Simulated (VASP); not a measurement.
# Geometry relaxation, with input and output: FeGe$_{31}$ (part 2 of 9)

FeGe$_{31}$ (defect cell, 32 atoms in the cell); Kohn-Sham DFT of a periodic cell, PBE, VASP PAW PBE potentials, recommended, spin-polarised (VASP 6.6.1); cutoff 450 eV, 3×3×3 k-mesh, methfessel-paxton of 0.1 eV, collinear spins. The structure derives from an entry of the Crystallography Open Database.

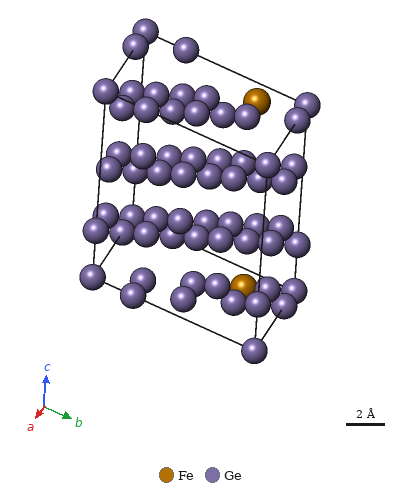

Figure 1. The input geometry (spheres-only view of the cell of the calculation, seen slightly off an axis).

## Parts of OUTCAR, continued
```
   k-points           NKPTS =     14   k-points in BZ     NKDIM =     14   number of bands    NBANDS=    267
   number of dos      NEDOS =    301   number of ions     NIONS =     32
   total plane-waves  NPLWV = 157464
   dimension x,y,z NGX =    54 NGY =   54 NGZ =   54
   dimension x,y,z NGXF=   108 NGYF=  108 NGZF=  108
   ions per type =               1  31
   NGX,Y,Z   is equivalent  to a cutoff of   9.00,  9.00,  9.00 a.u.
   NGXF,Y,Z  is equivalent  to a cutoff of  17.99, 17.99, 17.99 a.u.
 SYSTEM =  unknown system
   PREC   = normal    normal or accurate (medium, high low for compatibility)
   ISTART =      0    job   : 0-new  1-cont  2-samecut
   ICHARG =      2    charge: 1-file 2-atom 10-const
   ISPIN  =      2    spin polarized calculation?
   LNONCOLLINEAR =      F non collinear calculations
   LSORBIT =      F    spin-orbit coupling
   LASPH  =      T    aspherical Exc in radial PAW
   ENCUT  =  450.0 eV  33.07 Ry    5.75 a.u.  17.26 17.26 17.26*2*pi/ulx,y,z
   NELM   =    150;   NELMIN=  2; NELMDL= -5     # of ELM steps
   EDIFF  = 0.1E-05   stopping-criterion for ELM
   LREAL  =      T    real-space projection
   EDIFFG = -.3E-01   stopping-criterion for IOM
   NSW    =     70    number of steps for IOM
   IBRION =      2    ionic relax: 0-MD 1-quasi-New 2-CG
   NFREE  =      1    steps in history (QN), initial steepest desc. (CG)
   ISIF   =      2    stress and relaxation
   ISYM   =      0    0-nonsym 1-usesym 2-fastsym
   POTIM  = 0.5000    time-step for ionic-motion
   TEBEG  =    0.0;   TEEND  =   0.0 temperature during run
   PSTRESS=    0.0 pullay stress
   NELECT =     442.0000    total number of electrons
   NUPDOWN=      -1.0000    fix difference up-down
   EMIN   =  10.00;   EMAX   =-10.00  energy-range for DOS
   EFERMI =   0.00;   METHOD = LEGACY
   ISMEAR =     1;   SIGMA  =   0.10  broadening in eV -4-tet -1-fermi 0-gaus
   EFERMI_NEDOS =   21; number of points for ismear=-14 and -15
   IALGO  =     38    algorithm
   IMIX   =      4    mixing-type and parameters
     AMIX     =   0.20;   BMIX     =  0.00
     AMIX_MAG =   0.80;   BMIX_MAG =  0.00
  volume/ion in A,a.u.               =      23.90       161.29
  Fermi-wavevector in a.u.,A,eV,Ry     =   1.363633  2.576893 25.299972  1.859495
  Thomas-Fermi vector in A             =   2.490019
   LORBIT       =     11    0 simple, 1 ext, 2 COOP (PROOUT), +10 PAW based schemes
   GGA     = PE    functional components
   LHFCALC =     F    Hartree Fock is set to
   AEXX    =    0.0000 exact exchange contribution
   IVDW    =     0    specifies the selected vdW correction
   LEPSILON=     F    determine dielectric tensor
   LRPA    =     F    only Hartree local field effects (RPA)
 conjugate gradient relaxation of ions
 spin polarized calculation
 Methfessel and Paxton  Order N= 1 SIGMA  =   0.10
  energy-cutoff  :      450.00
  volume of cell :      764.81
 maximum number of plane-waves:     16610
   NGX = 35   NGY = 35   NGZ = 35

--------------------------------------- Ionic step        1  -------------------------------------------

 number of electron     442.0002101 magnetization       3.9938922

 Free energy of the ion-electron system (eV)
  ---------------------------------------------------
  ext. energy  EPLUGINS =         0.00000000
  ---------------------------------------------------
  free energy    TOTEN  =      -146.17575644 eV

  energy without entropy =     -146.17367359  energy(sigma->0) =     -146.17506216

------------------------ aborting loop because EDIFF is reached ----------------------------------------

  FORCE on cell =-STRESS in cart. coord.  units (eV):
  Direction    XX          YY          ZZ          XY          YZ          ZX
  --------------------------------------------------------------------------------------
  -------------------------------------------------------------------------------------
  Total       -2.2739898     -2.2661582     -2.2757828      0.0055285      0.0056130     -0.0056125
  in kB       -4.7637069     -4.7473006     -4.7674630      0.0115815      0.0117585     -0.0117575
  external PRESSURE =      -4.7594902 kB  Pullay stress =       0.0000000 kB

 VOLUME and BASIS-vectors are now :
 -----------------------------------------------------------------------------
  energy-cutoff  :      450.00
  volume of cell :      764.81
      direct lattice vectors                 reciprocal lattice vectors
    -5.761002000 -5.761002000  5.761002000     0.000000000 -0.086790458  0.086790458
     5.761002000 -5.761002000 -5.761002000     0.086790458 -0.086790458  0.000000000
     5.761002000  5.761002000  5.761002000     0.086790458  0.000000000  0.086790458

 POSITION                                       TOTAL-FORCE (eV/Angst)
 -----------------------------------------------------------------------------------
      2.88050     -5.76100     -2.88050        -0.000055      0.000054     -0.000056
      5.76100     -2.88050     -2.88050        -0.000912     -0.000527      0.015043
      0.00000     -5.76100      0.00000         0.000580     -0.014978     -0.000943
      2.88050     -2.88050      0.00000         0.015013     -0.000578     -0.000944
      5.76100      0.00000      0.00000         0.000592      0.015359      0.000574
      2.88050     -5.76100      2.88050        -0.000188      0.000185     -0.000190
      5.76100     -2.88050      2.88050         0.000530      0.000910      0.015042
      0.00000      0.00000      0.00000        -0.000964     -0.014978      0.000563
     -2.88050     -5.76100      2.88050        -0.000187      0.000186     -0.000186
      0.00000     -2.88050      2.88050        -0.000913      0.000908     -0.015415
      2.88050      0.00000      2.88050        -0.000189      0.000183     -0.000187
      5.76100      2.88050      2.88050         0.000543     -0.000543     -0.015421
      2.88050     -2.88050      5.76100        -0.015396     -0.000591      0.000576
     -2.88050     -2.88050      5.76100        -0.015390      0.000955     -0.000942
      0.00000      0.00000      5.76100        -0.000962      0.015353     -0.000945
      2.88050      2.88050      5.76100         0.015013      0.000958      0.000562
      4.32075     -4.32075     -1.44025        -0.284867     -0.285116     -0.284906
      7.20125     -1.44025     -1.44025         0.035496      0.034979      0.019335
      1.44025     -4.32075      1.44025         0.035491     -0.035346     -0.018963
      4.32075     -1.44025      1.44025         0.019325      0.034988      0.035496
      7.20125      1.44025      1.44025         0.285089     -0.284913      0.285136
      4.32075     -4.32075      4.32075        -0.035124     -0.035352      0.019335
      1.44025     -7.20125     -1.44025         0.285304      0.284698     -0.284912
      1.44025      1.44025      1.44025        -0.018951     -0.035354      0.035489
     -1.44025     -4.32075      4.32075        -0.035131      0.019122     -0.035124
      1.44025     -1.44025      4.32075        -0.018956      0.034994     -0.035127
      4.32075      1.44025      4.32075         0.019322     -0.035360     -0.035121
      1.44025     -1.44025     -1.44025         0.035505     -0.019489     -0.035116
     -1.44025     -7.20125      1.44025        -0.035125     -0.019487      0.035493
     -1.44025     -1.44025      7.20125        -0.035129      0.034987     -0.018967
      1.44025      1.44025      7.20125         0.035496      0.019115      0.035485
     -1.44025     -1.44025      1.44025        -0.284859      0.284680      0.285336
 -----------------------------------------------------------------------------------
    total drift:                                0.000062     -0.000054      0.000034

  FREE ENERGIE OF THE ION-ELECTRON SYSTEM (eV)
  ---------------------------------------------------
  free  energy   TOTEN  =      -146.1757564379 eV

  energy  without entropy=     -146.1736735934  energy(sigma->0) =     -146.17506216

--------------------------------------- Ionic step        2  -------------------------------------------

 number of electron     442.0001977 magnetization       4.0063891

------------------------ aborting loop because EDIFF is reached ----------------------------------------

  FORCE on cell =-STRESS in cart. coord.  units (eV):
  Direction    XX          YY          ZZ          XY          YZ          ZX
  --------------------------------------------------------------------------------------
  -------------------------------------------------------------------------------------
  Total       -2.6319748     -2.6242244     -2.6338721      0.0035003      0.0035382     -0.0035311
  in kB       -5.5136379     -5.4974018     -5.5176124      0.0073327      0.0074122     -0.0073971
  external PRESSURE =      -5.5095507 kB  Pullay stress =       0.0000000 kB

 VOLUME and BASIS-vectors are now :
 -----------------------------------------------------------------------------
  energy-cutoff  :      450.00
  volume of cell :      764.81
      direct lattice vectors                 reciprocal lattice vectors
    -5.761002000 -5.761002000  5.761002000     0.000000000 -0.086790458  0.086790458
     5.761002000 -5.761002000 -5.761002000     0.086790458 -0.086790458  0.000000000
     5.761002000  5.761002000  5.761002000     0.086790458  0.000000000  0.086790458

 POSITION                                       TOTAL-FORCE (eV/Angst)
 -----------------------------------------------------------------------------------
      8.64150      0.00000      2.88050         0.000102     -0.000094      0.000086
      5.76096     -2.88053     -2.87978        -0.017703     -0.017720      0.031854
      5.76103     -0.00072      5.76096         0.017766     -0.031921     -0.017744
      2.88123     -2.88053     -0.00005         0.031869     -0.017754     -0.017727
      0.00003     -5.76026      5.76103         0.017736      0.032034      0.017730
      2.88049     -5.76099      2.88049         0.000019     -0.000024     -0.000006
      5.76103     -2.88046      2.88123         0.017716      0.017728      0.031835
      5.76096      5.76028      5.76103        -0.017756     -0.031924      0.017762
      2.88049      0.00001      8.64149         0.000020      0.000004      0.000019
     -0.00004     -2.88046      2.87976        -0.017902      0.017905     -0.031964
      2.88049      0.00001      2.88049        -0.000003     -0.000023      0.000018
      0.00003     -2.88053      8.64076         0.017701     -0.017689     -0.031962
      2.87976     -2.88053      5.76103        -0.031969     -0.017722      0.017727
      2.87976     -8.64146     -0.00005        -0.031970      0.017936     -0.017923
      5.76096     -5.76026     -0.00005        -0.017954      0.032034     -0.017944
      2.88123      2.88055      5.76103         0.031851      0.017766      0.017746
      4.30701     -4.33451     -1.45400        -0.182733     -0.182786     -0.182756
      1.44196     -7.19957      4.32168         0.008874      0.008822      0.026482
      1.44196     -4.32246      1.43934         0.008825     -0.008794     -0.026462
      4.32168     -1.43856      1.44196         0.026464      0.008814      0.008867
      7.21501      1.42651      1.45401         0.182764     -0.182580      0.182785
      4.31906     -4.32246      4.32168        -0.008866     -0.008830      0.026474
      1.45401     -7.18752     -1.45400         0.183021      0.182472     -0.182699
      1.43934      1.43854      1.44196        -0.026443     -0.008785      0.008817
     -1.44195     -4.31983      4.31906        -0.008674      0.026482     -0.008669
      1.43934     -1.43856      4.31906        -0.026398      0.008773     -0.008805
      4.32168      1.43854      4.31906         0.026455     -0.008827     -0.008859
     -4.31904     -7.20219      4.31906         0.008722     -0.026537     -0.008716
     -1.44195     -7.20219      1.44196        -0.008716     -0.026539      0.008720
      4.31906     -7.19956      1.43934        -0.008815      0.008779     -0.026419
      1.44196      1.44117      7.20296         0.008682      0.026518      0.008684
      4.30701     -7.18752     -4.30699        -0.182683      0.182481      0.183050
 -----------------------------------------------------------------------------------
    total drift:                                0.000057     -0.000038      0.000052

  FREE ENERGIE OF THE ION-ELECTRON SYSTEM (eV)
  ---------------------------------------------------
  free  energy   TOTEN  =      -146.2157973699 eV

  energy  without entropy=     -146.2163523071  energy(sigma->0) =     -146.21598235

--------------------------------------- Ionic step        3  -------------------------------------------

 number of electron     442.0001897 magnetization       4.0474940

------------------------ aborting loop because EDIFF is reached ----------------------------------------

  FORCE on cell =-STRESS in cart. coord.  units (eV):
  Direction    XX          YY          ZZ          XY          YZ          ZX
  --------------------------------------------------------------------------------------
  -------------------------------------------------------------------------------------
  Total       -2.6734134     -2.6703255     -2.6759256      0.0000136     -0.0000191     -0.0003769
  in kB       -5.6004464     -5.5939774     -5.6057090      0.0000284     -0.0000399     -0.0007895
  external PRESSURE =      -5.6000443 kB  Pullay stress =       0.0000000 kB

 VOLUME and BASIS-vectors are now :
 -----------------------------------------------------------------------------
  energy-cutoff  :      450.00
  volume of cell :      764.81
      direct lattice vectors                 reciprocal lattice vectors
    -5.761002000 -5.761002000  5.761002000     0.000000000 -0.086790458  0.086790458
     5.761002000 -5.761002000 -5.761002000     0.086790458 -0.086790458  0.000000000
     5.761002000  5.761002000  5.761002000     0.086790458  0.000000000  0.086790458

 POSITION                                       TOTAL-FORCE (eV/Angst)
 -----------------------------------------------------------------------------------
      8.64150      0.00001      2.88049         0.000244     -0.000242      0.000229
      5.76089     -2.88057     -2.87860        -0.045370     -0.045608      0.061399
      5.76108     -0.00190      5.76088         0.045736     -0.059289     -0.045106
      2.88240     -2.88057     -0.00012         0.061460     -0.045623     -0.045395
      0.00008     -5.75906      5.76107         0.045534      0.058915      0.045543
      2.88048     -5.76098      2.88048         0.000363     -0.000379      0.000310
      5.76107     -2.88039      2.88241         0.045779      0.045174      0.061245
      5.76088      5.75910      5.76107        -0.045091     -0.059291      0.045742
      2.88048      0.00002      8.64148         0.000366     -0.000315      0.000365
     -0.00012     -2.88039      2.87855        -0.045410      0.045400     -0.060888
      2.88048      0.00002      2.88048         0.000310     -0.000378      0.000362
      0.00007     -2.88057      8.63955         0.045605     -0.045572     -0.060909
      2.87855     -2.88058      5.76107        -0.060965     -0.045593      0.045635
      2.87855     -8.64138     -0.00012        -0.060944      0.045424     -0.045445
      5.76088     -5.75906     -0.00012        -0.045375      0.058894     -0.045384
      2.88240      2.88062      5.76107         0.061303      0.045192      0.045801
      4.28467     -4.35687     -1.47634        -0.011916     -0.012496     -0.011890
      1.44475     -7.19682      4.32320        -0.033307     -0.032344      0.036546
      1.44475     -4.32523      1.43785        -0.033428      0.033004     -0.037089
      4.32320     -1.43582      1.44475         0.036515     -0.032378     -0.033336
      7.23737      1.40416      1.47637         0.011424     -0.011971      0.011393
      4.31630     -4.32523      4.32320         0.032724      0.032907      0.036530
      1.47639     -7.16519     -1.47634         0.012040      0.012310     -0.011790
      1.43785      1.43577      1.44475        -0.037064      0.033035     -0.033453
     -1.44470     -4.31833      4.31630         0.032690      0.036623      0.032689
      1.43785     -1.43582      4.31630        -0.036936     -0.032510      0.032906
      4.32320      1.43577      4.31630         0.036501      0.032938      0.032752
     -4.31625     -7.20372      4.31630        -0.033148     -0.036200      0.032548
     -1.44470     -7.20372      1.44475         0.032551     -0.036204     -0.033140
      4.31630     -7.19682      1.43785         0.032878     -0.032479     -0.036965
      1.44475      1.44267      7.20575        -0.033238      0.036728     -0.033227
      4.28467     -7.16519     -4.28461        -0.011831      0.012327      0.012022
 -----------------------------------------------------------------------------------
    total drift:                               -0.000152      0.000391     -0.000160

  FREE ENERGIE OF THE ION-ELECTRON SYSTEM (eV)
  ---------------------------------------------------
  free  energy   TOTEN  =      -146.2425848478 eV

  energy  without entropy=     -146.2479554700  energy(sigma->0) =     -146.24437506

--------------------------------------- Ionic step        4  -------------------------------------------

 number of electron     442.0001911 magnetization       4.0495429

------------------------ aborting loop because EDIFF is reached ----------------------------------------
```
